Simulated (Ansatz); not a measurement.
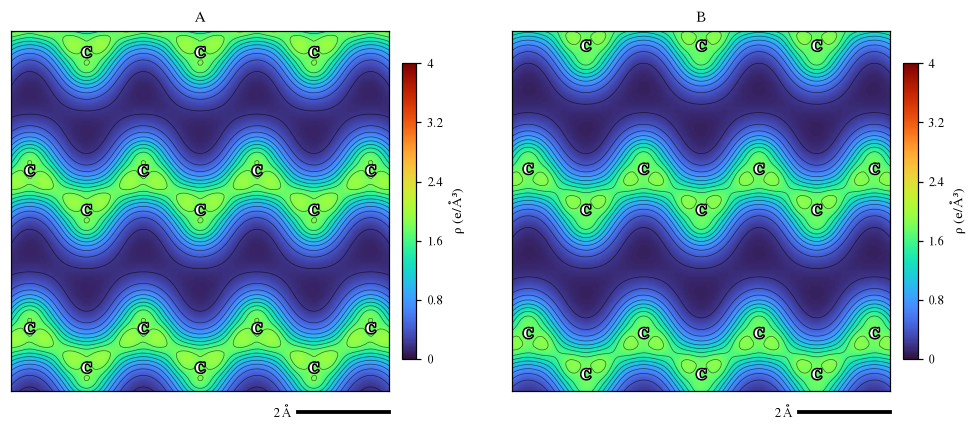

C. The valence pseudo-density of two cells that differ in size and shape, on the (011̄) plane of each (indices in the axes of the calculation cell), at one length scale and on one colour scale; one has 5.3 and the other 5.7 Å³ an atom.

All numbers below come from Ansatz 0.2.0, DFT, HSE06, plane waves, PAW.

The density is the valence pseudo-density of a PAW calculation; it isn't the true density close to the nuclei.

The larger cell:

```cif
data_structure
_symmetry_space_group_name_H-M 'P 1'
_symmetry_Int_Tables_number 1
_cell_length_a 2.5275
_cell_length_b 2.5275
_cell_length_c 2.5427
_cell_angle_alpha 59.801
_cell_angle_beta 59.801
_cell_angle_gamma 60.398
_cell_volume 11.48
loop_
_atom_site_label
_atom_site_type_symbol
_atom_site_fract_x
_atom_site_fract_y
_atom_site_fract_z
_atom_site_occupancy
C1 C 0.00000 0.00000 0.00000 1
C2 C 0.25000 0.25000 0.25000 1
```

The smaller cell: a = 2.489 Å, b = 2.489 Å, c = 2.442 Å, α = 60.62°, β = 60.62°, γ = 58.76°.

### Which is the denser cell? Describe the effect of the change.

Panel A is the smaller cell, by 7 % in volume. From the larger cell to the smaller, C–C goes from 1.55 to 1.51 Å, and the density at its midpoint from 1.6 to 1.8 e/Å³; the pressure goes from −13 to 21 GPa.
